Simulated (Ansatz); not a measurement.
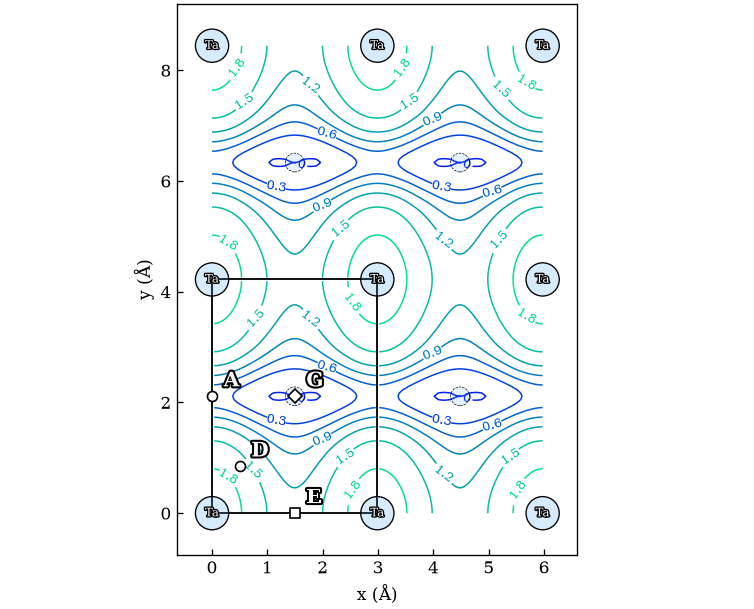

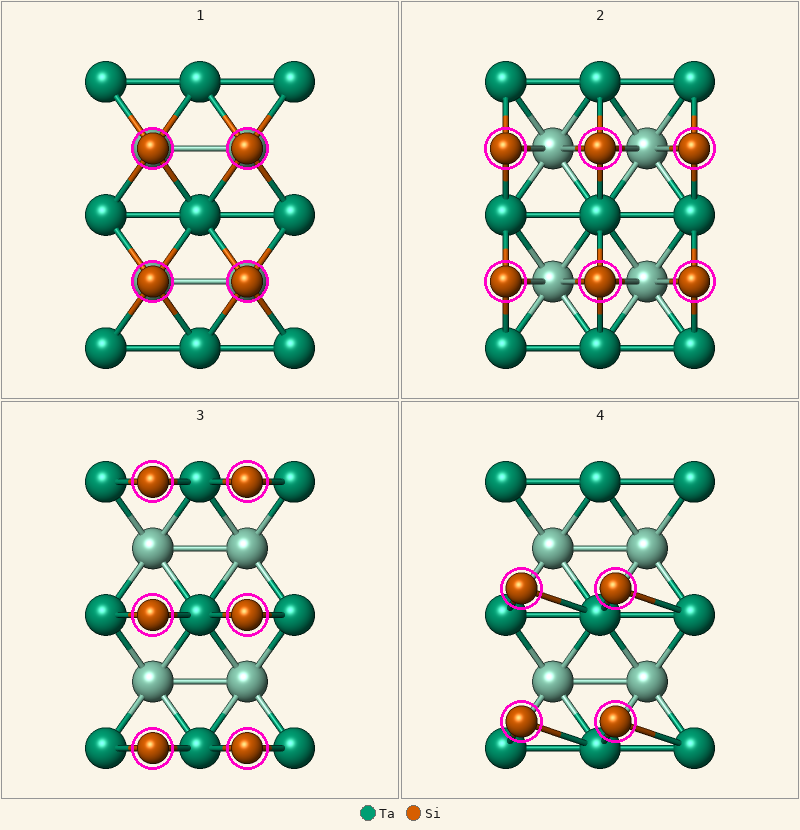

Si on a Ta(110) slab cut from the Fm-3m phase, its upper half relaxed before the scan (4 atoms of substrate and one adsorbate in a 1 × 1 cell). 
- Si is moved over the surface cell; relaxed at each place: the height of the adsorbate's atoms; substrate rigid; the origin of the map has the adsorbate above Ta4.
- Places are given modulo a cell vector. The map is drawn in real space over the plane of the surface.
- The scan uses a 6 × 10 grid; 24 points were computed and 36 follow by symmetry.
- Energies: eV, counted from the lowest grid point.
- With one adsorbate in each 1 × 1 cell, its nearest image is 3.0 Å away, so neighbouring adsorbates interact.
- Level of theory: Ansatz, DFT PBE, scalar-relativistic, plane waves, PAW. Settings: cutoff 420 eV, k-mesh 9×6×1, gaussian smearing 0.1 eV, no spin polarisation.

The picture shows contour lines labelled in eV, labelled circles for the atoms of the top layer and small ones for the second layer, the outline of one cell of the 2 × 2 shown, lettered points. Between grid points the surface is interpolated. The numbered pictures are the structures at these points, in random order. Rings mark the moved atoms.

Which structure belongs to which point?

A is structure 2: the trough between two rows of top atoms, (0/6, 5/10) of the cell vectors, 0.43 eV; D is structure 4: (1/6, 2/10) of the cell vectors [nearest 1 Ta at 2.51 Å], 1.64 eV; E is structure 3: a bridge site between two Ta atoms, (3/6, 0/10) of the cell vectors, 1.27 eV; G is structure 1: a fourfold hollow over a second-layer Ta atom, (3/6, 5/10) of the cell vectors, 0.00 eV.

PAW datasets: the set soft_1.
